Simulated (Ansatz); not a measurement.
Ga. A set of calculations on one system.

Space group C2/c.

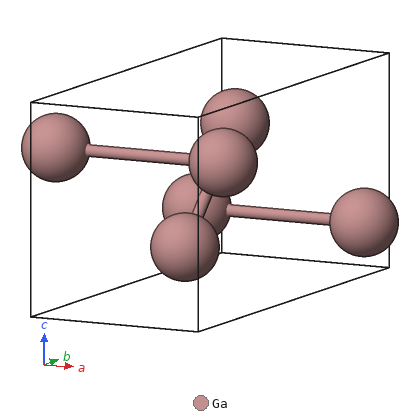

The conventional cell.

```yaml
crystal:
  lattice:
    - [2.76600, 0.00000, 0.00000]
    - [0.00000, 8.05300, 0.00000]
    - [-0.11745, 0.00000, 3.32993]
  atoms:
    - { symbol: Ga, position: [0.50000, 0.63100, 0.75000] }
    - { symbol: Ga, position: [0.00000, 0.13100, 0.75000] }
    - { symbol: Ga, position: [0.50000, 0.36900, 0.25000] }
    - { symbol: Ga, position: [0.00000, 0.86900, 0.25000] }
```

Level of theory: DFT PBE, scalar-relativistic, plane waves, PAW (Ansatz).

Core electrons are frozen (PAW), so the maps are meaningful between the atoms, not at the nuclei.

### 1. Bonding charge

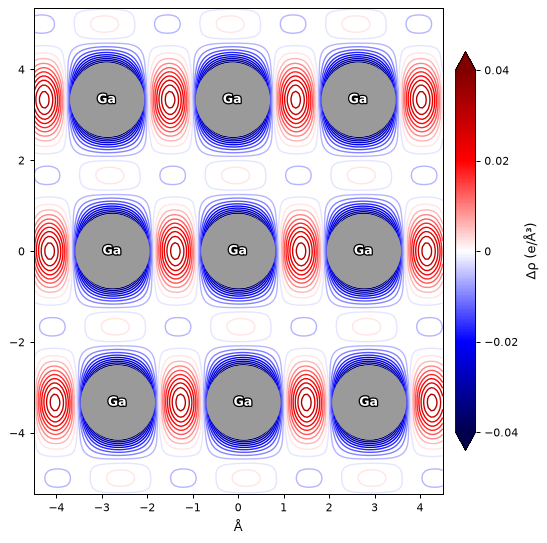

Density of the crystal less the sum of free-atom densities: a map on the (010) plane of the conventional cell, with grey discs over the atomic cores. Cores are masked to 0.8 Å (Ga).

**What does the deformation density say about the bonding?**

Ga–Ga (2.69 Å): Δρ is +0.05 e/Å³ at the midpoint. Over the whole cell, outside the masked cores, the largest gain, 0.05 e/Å³, lies 1.3 Å from a gallium nucleus, and the largest loss lies at the edge of the masked core of Ga. The rearranged charge, half the integral of |Δρ|, is about 0.14 e an atom.

### 2. Change of volume

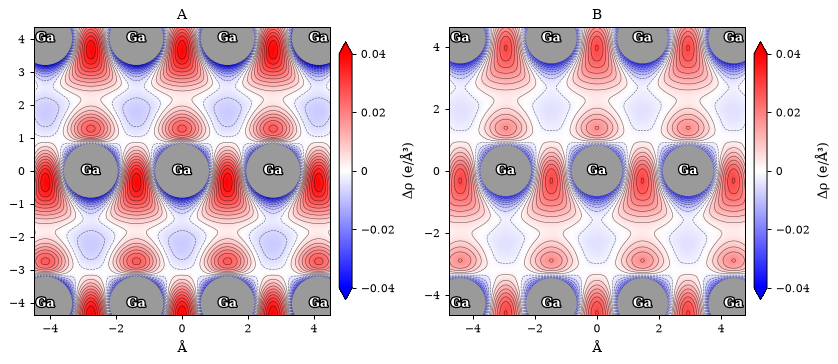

Ga: deformation density on the (001) plane of the conventional cell at two volumes, with the same fractional coordinates and one colour scale. Grey discs cover the cores.

**How do the two volumes compare, and how does the bonding charge respond?**

B is the larger cell: B has 120 % of the volume of A. From A to B, Ga–Ga goes from 2.69 to 2.86 Å, and Δρ at its midpoint from +0.05 to +0.03 e/Å³. The pressure is 1.7 GPa in A and −4.9 GPa in B. The rearranged charge is 0.14 e an atom in A and 0.12 e in B.

### 3. Moving an atom

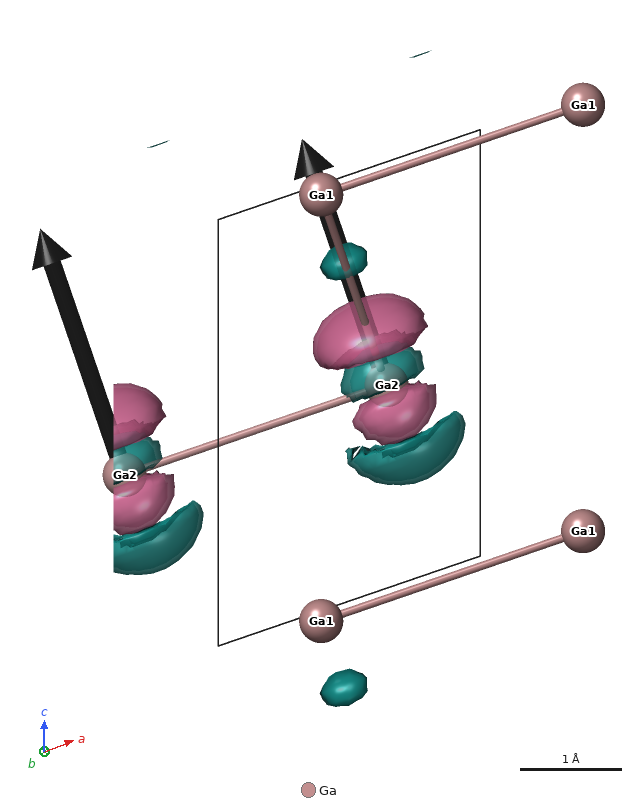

Ga2 was moved by 0.10 Å along [−1 0 2] in the axes of the cell drawn (arrow, not to scale). Change of the density less the rigid motion of the neutral atom's own density: teal surfaces at +0.008 and pink ones at −0.008 e/Å³, in the cell of the calculation (origin moved) seen along the b axis.

**How do the electrons respond beyond following the atom?**

About 0.04 e is rearranged in the cell. Outside the cores the largest gain lies at the edge of the masked core of Ga, and the largest loss lies there too, on other sides.

**How much does the computed force on the atom change?**

The force on it changes by 0.47 eV/Å along the move, against it: a stiffness of about 4.7 eV/Å² for this sublattice shift.

### 4. Putting it together

The two pressures give a mean stiffness −ΔP/Δln V of about 36 GPa over this range, with the atoms held at their fractional positions.
